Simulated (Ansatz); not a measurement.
A series of calculations on HOs12

## 1. Relaxation

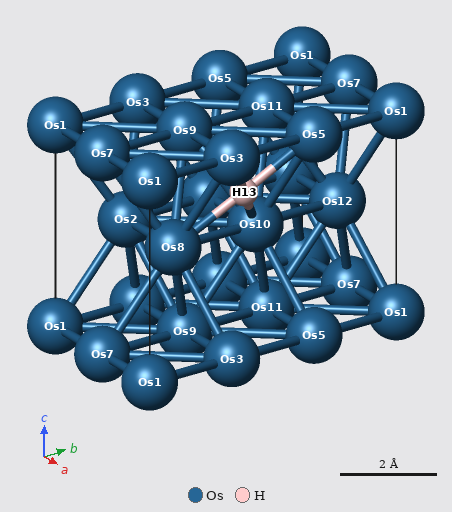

Starting structure of a defect cell of composition HOs12. Style: ball-and-stick. Shown: the cell of the calculation, slightly off an axis.

It is an interstitial H in hcp Os. The run prepares the start of a later molecular dynamics calculation, from a guessed geometry.

These are results of DFT PBE, scalar-relativistic, plane waves, PAW in Ansatz 0.2.0, not measurements.

The input:
```yaml
accuracy: low
crystal:
  lattice:
    - [5.48, 0.0, 0.0]
    - [-4.11, 7.118729, 0.0]
    - [0.0, 0.0, 4.32646]
  atoms:
    - { symbol: Os, position: [0.0, 0.0, 0.0] }
    - { symbol: Os, position: [0.1666667, 0.2222222, 0.5] }
    - { symbol: Os, position: [0.0, 0.3333333, 0.0] }
    - { symbol: Os, position: [0.1666667, 0.5555556, 0.5] }
    - { symbol: Os, position: [0.0, 0.6666667, 0.0] }
    - { symbol: Os, position: [0.1666667, 0.8888889, 0.5] }
    - { symbol: Os, position: [0.5, 0.0, 0.0] }
    - { symbol: Os, position: [0.6666667, 0.2222222, 0.5] }
    - { symbol: Os, position: [0.5, 0.3333333, 0.0] }
    - { symbol: Os, position: [0.6666667, 0.5555556, 0.5] }
    - { symbol: Os, position: [0.5, 0.6666667, 0.0] }
    - { symbol: Os, position: [0.6666667, 0.8888889, 0.5] }
    - { symbol: H, position: [0.8360431, 0.4441932, 0.7452405] }
basis:
  ecutwfc: 420.0
kpoints:
  mp_grid: { grid: [4, 3, 4] }
hamiltonian:
  xc: pbe
scf:
  occupations: { method: fermi_dirac, width: 0.15 }
  lower_state_search: "off"
relax:
  f_tol: 0.08
  max_steps: 25
  adjacent_minimum: "off"
```

Command:
```bash
ansatz run input.yaml --threads 4 --pin off --max-ram 10240MiB --backend cpu --events-out ev --progress --plain --runs-dir out
```

> Where does the relaxation end?

Over 2 accepted moves (3 points after the start) the energy falls by 0.138 eV per cell of the calculation. Largest force component: 1.1 eV/Å at the start, 0.048 eV/Å at the end. 1 step only repeated the SCF at the same geometry. The atom that moves furthest is Os8 (0.040 Å along [−2 −3 −2]). Largest moves by element: Os 0.040 Å, H 0.010 Å. The cell stays as it was. Some distances before and after: Os3–Os5 2.740 → 2.798 Å, Os3–Os9 2.740 → 2.683 Å, Os3–Os8 2.680 → 2.727 Å, Os4–H13 1.894 → 1.939 Å. Cost: 17 s on 4 threads of Intel(R) Xeon(R) Platinum 8488C (Sapphire Rapids), on a shared host, peak memory 0.97 GiB.

Final geometry:

```
CELL_PARAMETERS angstrom
5.48000 0.00000 0.00000
-4.11000 7.11873 0.00000
0.00000 0.00000 4.32646
ATOMIC_POSITIONS crystal
Os 0.00074 0.00052 0.99929
Os 0.16517 0.22061 0.50018
Os 0.00397 0.33119 0.00325
Os 0.17378 0.55803 0.49668
Os 0.00392 0.67162 0.00367
Os 0.16676 0.88932 0.50023
Os 0.50004 0.99955 0.99947
Os 0.66265 0.21706 0.49614
Os 0.49346 0.33099 0.00309
Os 0.66274 0.55767 0.49663
Os 0.50183 0.66828 0.99949
Os 0.66617 0.88836 0.50045
H 0.83481 0.44433 0.74669
```

Limits of the set-up: the program's low-accuracy preset was used; the periodic images lie only 4.3 Å apart, so the values are limited by the cell's size.

## 2. Dynamics

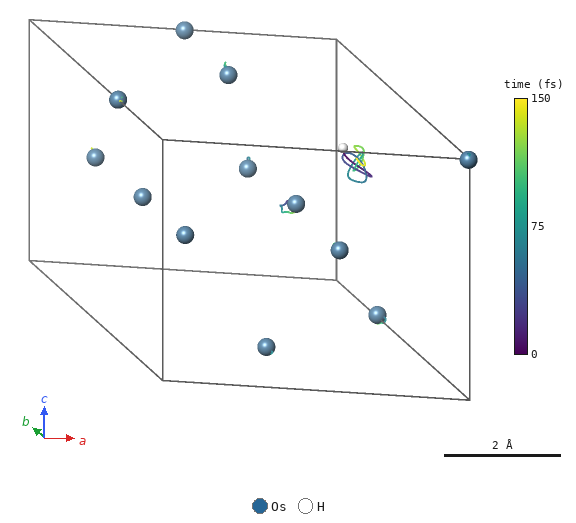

First-principles dynamics of Os with an interstitial H (13 atoms in the cell), 150 fs long. It starts from the last geometry of an earlier run, with fresh velocities. Lines trace each atom's path, coloured by time; spheres stand at the starting positions. Seen slightly off an axis in the simulation cell.

All numbers below come from DFT PBE, scalar-relativistic, plane waves, PAW (Ansatz 0.2.0). Set-up: plane-wave cutoff 420 eV; k-point mesh 4 × 3 × 4; Fermi-Dirac smearing 0.15 eV; low-accuracy preset; constant energy (NVE); velocities drawn for 840 K; time step 0.5 fs.

Question: How do the atoms move?

Answer: In the second half of the run the atoms are, in the root-mean-square, this far from where they began (common drift taken out): H 0.45 Å, Os 0.14 Å. The run lasts only 150 fs, too short to tell vibration from diffusion.

Limits of the set-up: the program's low-accuracy preset was used; the periodic images lie only 4.3 Å apart, so the values are limited by the cell's size.

The run took 14 min on 4 threads of Intel(R) Xeon(R) Platinum 8488C (Sapphire Rapids), with other jobs on the host, peak memory 1.3 GiB.

## 3. Energy conservation

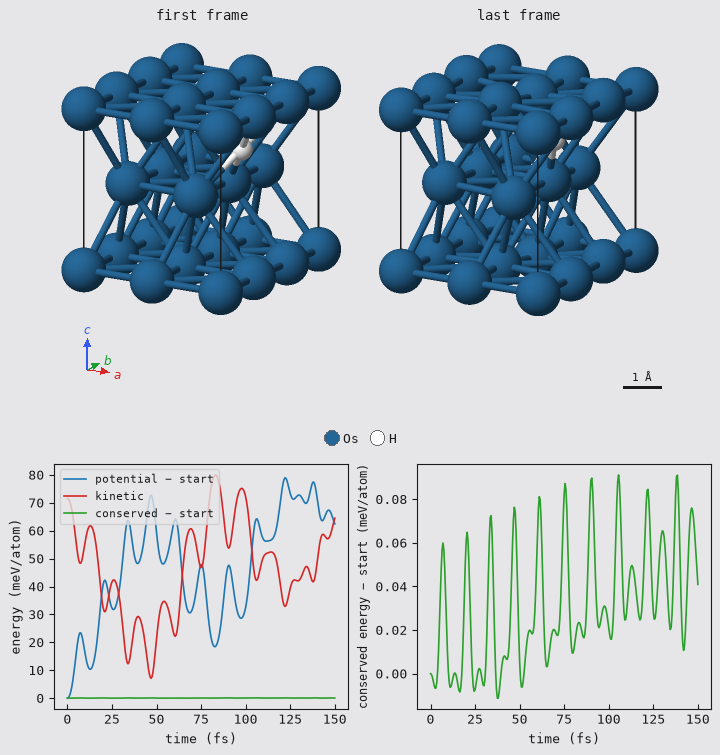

First-principles dynamics of Os with an interstitial H (13 atoms in the cell), 150 fs long. The picture is a ball-and-stick view of the simulation cell, seen slightly off an axis. Bonds to atoms that aren't drawn are left out.

The calculation used Ansatz 0.2.0, DFT PBE, scalar-relativistic, plane waves, PAW. Set-up: plane-wave cutoff 420 eV; k-point mesh 4 × 3 × 4; Fermi-Dirac smearing 0.15 eV; low-accuracy preset; Nosé-Hoover thermostat (NVT); set temperature 600 K; time step 0.5 fs; thermostat time 50.0 fs.

### How well is the energy conserved, and can the run be trusted?

The conserved quantity stays between −0.011 and 0.091 meV per atom of its start. A straight-line fit has a slope that amounts to +0.046 meV per atom over 150 fs (under 0.1 % of the mean kinetic energy), its mean offset in the second half is under 0.1 %, and the ripple about the line is 0.1 % of the kinetic energy's fluctuation. With a drift under 2 % and a ripple under 7 %, the integration is accurate. The mean temperature in the second half is 459 K (standard deviation 104 K). The potential energy is still drifting at the end, so the run hasn't reached equilibrium. The potential energy in the second half lies on average 54.5 meV per atom above the first frame.

Limits of the set-up: the program's low-accuracy preset was used; the periodic images lie only 4.3 Å apart, so the values are limited by the cell's size.

Cost: 14 min on 4 threads of Intel(R) Xeon(R) Platinum 8488C (Sapphire Rapids), with other jobs on the host, peak memory 1.3 GiB.
